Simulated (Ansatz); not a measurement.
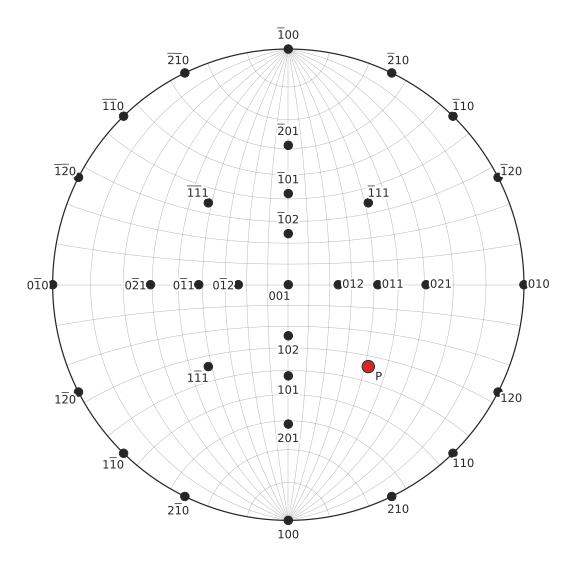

Stereographic projection of plane normals (upper hemisphere) centred on (0 0 1). Crystal: C, the end point of a relaxation with Ansatz 0.2.0, DFT PBE, scalar-relativistic, plane waves, PAW; the starting structure was generated, so it need not be a known form of this composition. All values are computed from the atomic coordinates in the standard setting (tolerance 0.002 Å).

a = 4.853 Å, b = 4.967 Å, c = 4.413 Å, α = 90.00°, β = 90.00°, γ = 90.00°.

Index the pole marked P.

P is (1 1 1), 51.8° from the centre.

What is the angle between the normals of (−1 0 2) and (0 0 1), and what are their d_hkl = 1/|g|?

24.4°; d = 2.008 Å and 4.413 Å.
